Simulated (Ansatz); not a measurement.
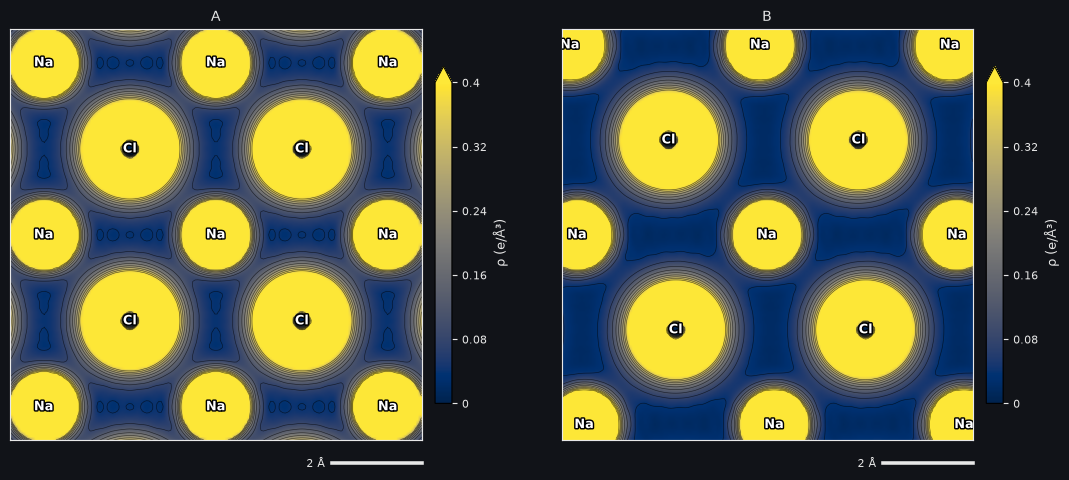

NaCl. The valence charge density (pseudo) of two cells that differ in size and shape, on the (101) plane of each (indices in the axes of the calculation cell), at one length scale and on one colour scale; one has 20.1 and the other 27.5 Å³ an atom.

All numbers below come from Ansatz 0.2.0, DFT PBE, scalar-relativistic, plane waves, PAW.

In a PAW calculation such maps are meaningful between the atoms, not at the nuclei.

The larger cell:

```
CELL_PARAMETERS angstrom
0.00000 3.05829 2.94502
3.05829 0.00000 2.94502
3.05829 3.05829 0.00000
ATOMIC_POSITIONS crystal
Na 0.00000 0.00000 0.00000
Cl 0.50000 0.50000 0.50000
```

The smaller cell: a = 3.845 Å, b = 3.845 Å, c = 3.845 Å, α = 60.00°, β = 60.00°, γ = 60.00°.

### Which panel shows the smaller cell, and what does the compression change?

Panel A is the smaller cell, by 27 % in volume. From the larger cell to the smaller, Na–Cl goes from 2.95 to 2.72 Å, and the density at its midpoint from 0.11 to 0.16 e/Å³; the pressure goes from −2.7 to 4.6 GPa; the Kohn–Sham gap goes from 4.4 eV to 5.6 eV.
